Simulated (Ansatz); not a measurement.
# Single-point calculation of Ni

- system: Ni (3 atoms in the cell)
- method: DFT PBE, scalar-relativistic, plane waves, PAW, spin-polarised (Ansatz 0.2.0)

The structure derives from a Materials Project entry. It belongs to a series of runs on one base structure; here: band edges of the strained film's bulk. Figures and captions count atoms from 1; the log counts them from 0 in places.

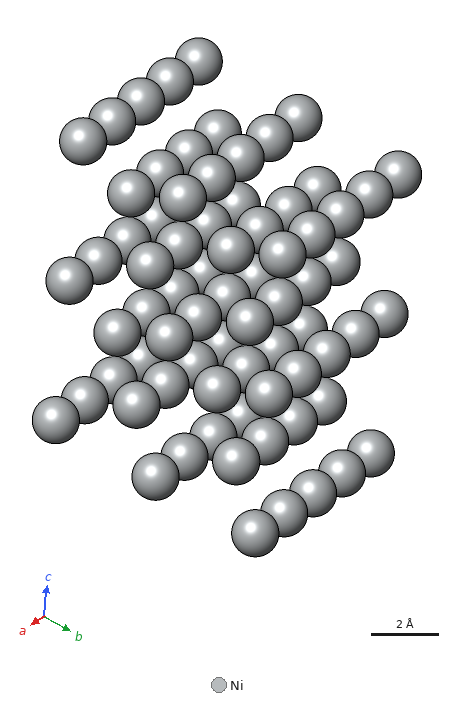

*The input geometry (spheres-only view of the reduced cell, repeated 4 × 2 × 2, seen slightly off an axis).*

## The input
```yaml
crystal:
  lattice:
    - [4.1973182167, 0.0, 0.0008358717]
    - [-2.0986591083, 3.6349842754, -0.0004179359]
    - [-1.3986885528, 0.0, 2.0624182988]
  atoms:
    - { symbol: Ni, position: [0.3333333333, 0.6666666667, 0.0], spin: 0.73 }
    - { symbol: Ni, position: [0.0, 0.0, 0.0], spin: 0.73 }
    - { symbol: Ni, position: [0.6666666667, 0.3333333333, 0.0], spin: 0.73 }
basis:
  ecutwfc: 420
kpoints:
  mp_grid: { grid: [9, 9, 16] }
hamiltonian:
  xc: pbe
scf:
  occupations: { method: gaussian, width: 0.1 }
output:
  forces: true
  stress: true
  eigenvalues: true
  populations: true
magnetization:
  spin_polarized: true
```

Machine: 4 threads of Intel Xeon (Sapphire Rapids), 192 GiB of memory available, shared host.

Command:
```bash
ansatz run input.yaml --threads 4 --pin off --max-ram 8192MiB --backend cpu --events-out ev --progress --plain --runs-dir out
```

## Log
```
Engine: ansatz 0.2.0, x86_64-unknown-linux-gnu
Pseudopotentials: kind: paw
Pseudopotential: Ni, paw, valence charge 18, recommended cutoff 420 eV (normal), Ni.paw.azcp
Functional definition: PBE
  parameter kappa = 0.804
  parameter beta = 0.06672455060314922
  exchange = pbe_x(kappa = kappa, mu = beta*pi^2/3)
  correlation = pbe_c(beta = beta)
Crystal: 3 atoms, lattice volume = 31.471 Å³
Basis set: ecut = 420 eV, 597 PW (Γ), exchange–correlation on 60×60×36 points (8 copies of the dense FFT grid, shifted against one another)
Bands: 34, of which v1, the nominal top of the filled ones, is band 27 counted from 1 (26 counted from 0)
Symmetry: 12 space group operations
Space group: C2/m (ITA 12), of the structure as read, at distance tolerance 3.2e-5 Å
Magnetic group: BNS 12.58 (UNI 65), of the structure as read, at distance tolerance 3.2e-5 Å
k-points: 365 of 1296
Non-local potential: Ni, projectors of the file, l = 0: 3, l = 1: 2, l = 2: 3, l = 3: 1
PAW form: soft (Blöchl's): semilocal exchange-correlation on the pseudo side does not see the compensation charge
PAW one-centre angular grid: Ni, 590 points (default); XC on 64 Gauss nodes
Initial density: superposition of atomic densities (chi_scale 0.1, normalization cell)
Starting moments: Σ|m| = 2.19 μB on 3 of 3 sites
Initial wavefunctions: pseudopotential atomic-orbital guess
Functional: x = pbe(κ = 0.804, μ = 0.2195149727645171), c = pbe(β = 0.06672455060314922)
SCF iter   1: F=—  HF=-17516.665835 eV  |F-HF|=—  |Δ(HF+E_count)|=         —  Δρ=8.61e-2 (↑1.47e-2 ↓8.61e-2)  dr2=1.80e0  dr2_m=4.10e-1  M=2.471 μB ∫|m|=2.616 μB  β_m=0.30  ethr=3.10e-3  ⟨swp⟩=4.8  Hψ=79319  notcnv=0
Mixer restart at iter 1: flushing history
preconditioner: auto → Kerker (q_TF=auto, 2.985 Å⁻¹)  [metal: Δε(μ)=0.001 eV  Ē_g=9.045 eV  σ=0.100 eV  W_gap=0.01  n_scr=10 (ndim 8)  ℏωp=36.3 eV  f_vac=0.000  D(μ)=4.46/eV (n_scr^D=72)]
spin=Collinear: Kerker preconditioning applied to the charge; magnetization (m = ρ↑ − ρ↓) channel mixes plain (no charge-response kernel on spin).
SCF iter   2: F=—  HF=-17516.404778 eV  |F-HF|=—  |Δ(HF+E_count)|=   2.61e-1  Δρ=2.63e-2 (↑2.63e-2 ↓1.95e-2)  dr2=3.90e-2  dr2_m=1.10e-1  M=2.299 μB ∫|m|=2.470 μB  β_m=0.32  ethr=3.10e-3  ⟨swp⟩=2.6  Hψ=42813  notcnv=0  defer=1009
SCF iter   3: F=—  HF=-17517.426142 eV  |F-HF|=—  |Δ(HF+E_count)|=    1.02e0  Δρ=2.05e-2 (↑2.05e-2 ↓1.03e-2)  dr2=6.67e-2  dr2_m=2.60e-2  M=2.201 μB ∫|m|=2.393 μB  β_m=0.57  ethr=7.23e-5  ⟨swp⟩=2.3  Hψ=42192  notcnv=0  defer=1009
SCF iter   4: F=—  HF=-17518.831079 eV  |F-HF|=—  |Δ(HF+E_count)|=    1.40e0  Δρ=2.44e-2 (↑1.18e-2 ↓2.44e-2)  dr2=2.24e-1  dr2_m=1.58e-2  M=1.971 μB ∫|m|=2.212 μB  β_m=0.78  ethr=7.23e-5  ⟨swp⟩=2.1  Hψ=46537  notcnv=0  defer=1009
SCF iter   5: F=—  HF=-17519.089668 eV  |F-HF|=—  |Δ(HF+E_count)|=   2.59e-1  Δρ=5.76e-3 (↑5.24e-3 ↓5.76e-3)  dr2=2.43e-2  dr2_m=1.31e-4  M=1.889 μB ∫|m|=2.143 μB  β_m=0.84  ethr=7.23e-5  ⟨swp⟩=2.1  Hψ=46204  notcnv=0  defer=1010
SCF iter   6: F=—  HF=-17519.109694 eV  |F-HF|=—  |Δ(HF+E_count)|=   2.00e-2  Δρ=1.06e-3 (↑1.06e-3 ↓1.03e-3)  dr2=1.17e-3  dr2_m=4.76e-6  M=1.869 μB ∫|m|=2.129 μB  β_m=0.92  ethr=4.50e-5  ⟨swp⟩=2.1  Hψ=40799  notcnv=0  defer=1095
SCF iter   7: F=—  HF=-17519.109963 eV  |F-HF|=—  |Δ(HF+E_count)|=   2.69e-4  Δρ=5.00e-4 (↑1.92e-4 ↓5.00e-4)  dr2=3.70e-5  dr2_m=2.97e-5  M=1.870 μB ∫|m|=2.132 μB  β_m=0.96  ethr=2.16e-6  ⟨swp⟩=2.0  Hψ=33787  notcnv=0  defer=1096
SCF iter   8: F=—  HF=-17519.109967 eV  |F-HF|=—  |Δ(HF+E_count)|=   4.03e-6  Δρ=6.65e-5 (↑6.65e-5 ↓5.72e-5)  dr2=2.35e-6  dr2_m=2.00e-8  M=1.870 μB ∫|m|=2.131 μB  β_m=0.98  ethr=6.85e-8  ⟨swp⟩=2.0  Hψ=37865  notcnv=0  defer=1098
SCF iter   9: F=—  HF=-17519.109967 eV  |F-HF|=—  |Δ(HF+E_count)|=   3.12e-7  Δρ=4.13e-5 (↑1.46e-5 ↓4.13e-5)  dr2=5.27e-7  dr2_m=7.04e-8  M=1.869 μB ∫|m|=2.131 μB  β_m=0.99  ethr=4.35e-9  ⟨swp⟩=2.2  Hψ=37994  notcnv=0  defer=1098
SCF iter  10: F=—  HF=-17519.109967 eV  |F-HF|=—  |Δ(HF+E_count)|=   1.39e-8  Δρ=1.02e-5 (↑3.38e-6 ↓1.02e-5)  dr2=3.19e-8  dr2_m=4.47e-9  M=1.869 μB ∫|m|=2.131 μB  β_m=1.00  ethr=9.75e-10  ⟨swp⟩=2.1  Hψ=32211  notcnv=0  defer=1098
SCF iter  11: F=-17519.109967 eV  HF=-17519.109967 eV  |F-HF|=2.15e-9  |Δ(HF+E_count)|=   2.57e-9  Δρ=2.35e-6 (↑1.42e-6 ↓2.35e-6)  dr2=2.45e-9  dr2_m=8.37e-11  M=1.869 μB ∫|m|=2.131 μB  ethr=5.91e-11  ⟨swp⟩=6.2  Hψ=91999  notcnv=0
SCF 1 converged in 11 iterations: F = -17519.109967 eV  dr2 = 2.45e-9
  greatest PAW one-centre occupation: 1.001 electrons in one spin orbital (limit 2), on the Ni atom at site 2 (counted from 0), in its partial waves of l = 1
```

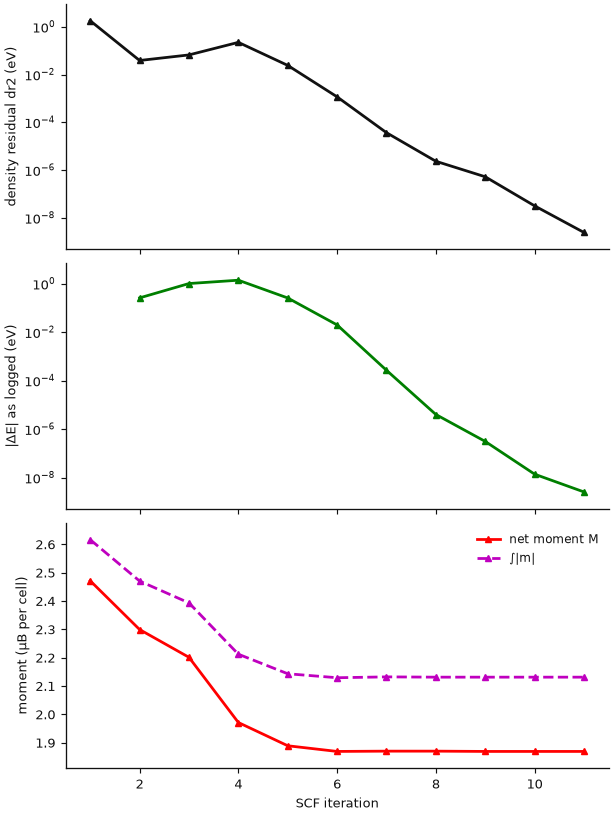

*Convergence of the self-consistent field: density residual dr2, size of the energy change and magnetic moment against the SCF iteration.*

The residual comes down, with one marked jump up, by a factor of about 3, at step 4. The net moment goes from 2.5 to 1.9 μB per cell.

```
SCF converged after 11 iterations
Magnetization: 1.8694 μB (27.9347 up, 26.0653 down)
Absolute magnetization: 2.1333 μB (∫|ρ↑−ρ↓|, with the PAW one-centre terms)
Spin contamination: 0.0201 ħ² per cell (⟨S²⟩ above its minimum at these occupations)
Per-site moments (μB) at R_I (Å): [(0.6618319871761089, 0.999620675735), (0.6618319871761091, 0.999620675735), (0.6618319871761094, 0.999620675735)]
Free energy (F): -17519.109967 eV
Harris-Foulkes:  -17519.109967 eV  (|F-HF|=2.15e-9)
Internal energy: -17519.084967 eV  (E = F + TS)
E sigma→0 (E₀):  -17519.097467 eV
Entropy (-TS):   -0.025000 eV (-8.333 meV/atom)
Fermi energy:    19.035816 eV
--- Per-component energies (eV) ---
  E_band       = -811.463734
  E_kinetic    = 848.706336
  E_local      = -10134.605454  (includes V_loc(G=0)·N_el)
  E_nonlocal   = 1905.635607
  E_hartree    = 4235.784569
  E_xc         = -255.571007
  E_vxc        = -329.641081  (∫ρ·V_xc dr)
  E_paw        = -4887.890167  (= ΣΔE_a)
  E_vpaw       = -1573.136192  (= ΣTr[D̂ρ^β])
  E_aug_tail   = 0.001537  (compensation charges beyond the density's cutoff)
  E_ewald      = -9231.146388
  E_smearing   = -0.025000  (= −TS)
  E_closure    = 0.000000  (closes the sum)
  Σ components = -17519.109967   (vs F -17519.109967, Δ=0.00e0)
--- Forces (eV/Å), atoms counted from 1 ---
  atom   1  Ni     0.00000000     0.00000000     0.00000000
  atom   2  Ni     0.00000000     0.00000000     0.00000000
  atom   3  Ni    -0.00000000    -0.00000000    -0.00000000
  max |Σ_I F_I| component: 2.70e-26 eV/Å
--- Stress (GPa, compression-positive) ---
       12.918247       0.000000       0.003774
        0.000000      12.927697      -0.000000
        0.003773      -0.000000       0.026515
  P = ⅓ Tr σ = 8.6242 GPa (86.242 kbar)
--- Band table (eV; the first three rows and the last of 730) ---
  k-point 0 ↑: bands = ["-84.7009", "-84.6490", "-84.6490", "-45.1368", "-45.1368", "-45.1205", "-45.1205", "-44.9762", "-44.9762", "-44.9540", "-44.9539", "-44.9113", "9.6500", "15.2273", "15.2273", "15.4285", "15.4285", "16.2455", "16.2455", "16.2882", "16.5555", "16.5559", "17.5311", "17.5311", "17.7520", "17.7530", "18.0935", "18.0935", "24.1662", "24.1662", "26.7570", "26.7570", "29.8905", "29.8905"]
  k-point 1 ↑: bands = ["-84.6997", "-84.6490", "-84.6490", "-45.1414", "-45.1414", "-45.1152", "-45.1152", "-44.9769", "-44.9769", "-44.9551", "-44.9550", "-44.9198", "9.7979", "15.2617", "15.2617", "15.4273", "15.4273", "16.1929", "16.1929", "16.2537", "16.5792", "16.5796", "17.4770", "17.4770", "17.7470", "17.7480", "18.1782", "18.1782", "24.2007", "24.2007", "26.4866", "26.4866", "30.4669", "30.4669"]
  k-point 2 ↑: bands = ["-84.6962", "-84.6490", "-84.6490", "-45.1466", "-45.1466", "-45.1087", "-45.1087", "-44.9781", "-44.9781", "-44.9581", "-44.9580", "-44.9440", "10.2335", "15.3377", "15.3377", "15.4200", "15.4200", "16.0900", "16.0900", "16.1634", "16.6356", "16.6359", "17.4096", "17.4096", "17.7459", "17.7465", "18.3000", "18.3000", "24.2734", "24.2734", "26.0912", "26.0912", "31.7950", "31.7950"]
  k-point 364 ↓: bands = ["-83.8493", "-83.8237", "-83.8237", "-44.3689", "-44.3689", "-44.2298", "-44.1950", "-44.1950", "-44.1699", "-44.1699", "-44.1612", "-44.1377", "11.5944", "14.7365", "14.7365", "16.5237", "16.5237", "16.5471", "17.1326", "17.1326", "17.5687", "17.5687", "17.6038", "17.8588", "17.8848", "18.5685", "19.1740", "19.1740", "20.6389", "20.6389", "27.1188", "27.1188", "37.2857", "37.2857"]
--- Löwdin populations: 3 sites ---
  site symbol       q [e]    m [muB]
     0     Ni     17.7799     0.6525
     1     Ni     17.7799     0.6525
     2     Ni     17.7799     0.6525
  spilling = 0.012229 (of n_electrons = 54.000000)
```

## File populations.tsv
```
# site	symbol	l	j	q_up	q_dn
# orbitals = lowdin
# n_electrons = 54.000000
# spilling = 0.012229
0	Ni	0_3S	-	0.997771	0.997847
0	Ni	0_4S	-	0.470108	0.482160
0	Ni	1_3P	-	2.998990	2.998959
0	Ni	2_3D	-	4.749346	4.084702
1	Ni	0_3S	-	0.997771	0.997847
1	Ni	0_4S	-	0.470108	0.482160
1	Ni	1_3P	-	2.998990	2.998959
1	Ni	2_3D	-	4.749346	4.084702
2	Ni	0_3S	-	0.997771	0.997847
2	Ni	0_4S	-	0.470108	0.482160
2	Ni	1_3P	-	2.998990	2.998959
2	Ni	2_3D	-	4.749346	4.084702
```

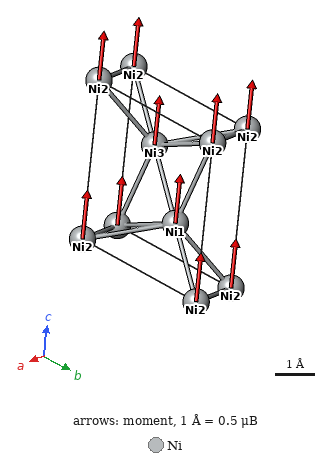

*Magnetic moments of the sites as red arrows (ball-and-stick view of the reduced cell, seen slightly off an axis; atoms are numbered from 1 in the order of the input); small moments hardly show. The run is collinear, so the axis drawn is arbitrary.*

Site moments: all 3 Ni atoms (0.66 μB). They are counted near the atoms and needn't add up to the moment of the cell.

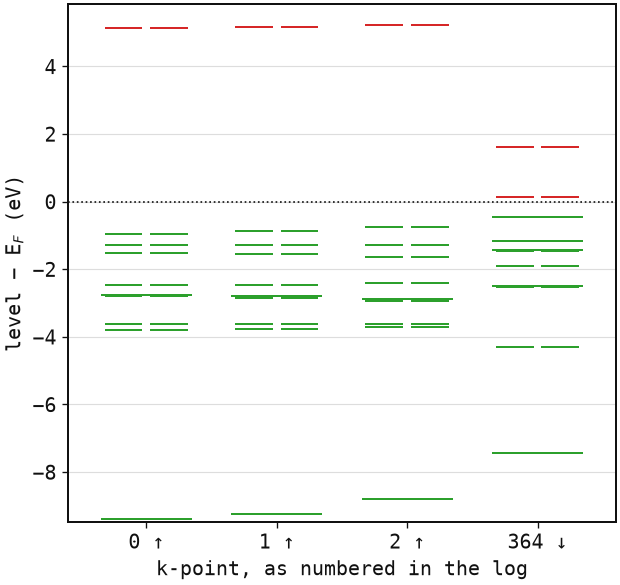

*Kohn–Sham levels near the Fermi level (dotted) at the few k-points that the log prints; levels within 0.02 eV of each other stand side by side.*

The system is metallic on the full mesh.

## Summary

```tsv
quantity	value
outcome	converged
space group (tolerance 0.01 Å)	R-3m (166)
electrons treated	54
free energy	−17519.1100 eV
Fermi energy	19.036 eV
gap on the k-point mesh	none (metallic)
net moment of the cell	1.87 μB
integrated absolute moment	2.13 μB
pressure	8.62 GPa
largest force (length of the vector)	under 0.001 eV/Å
wall time	24 s (CPU time 79 s)
peak memory	0.91 GiB
```
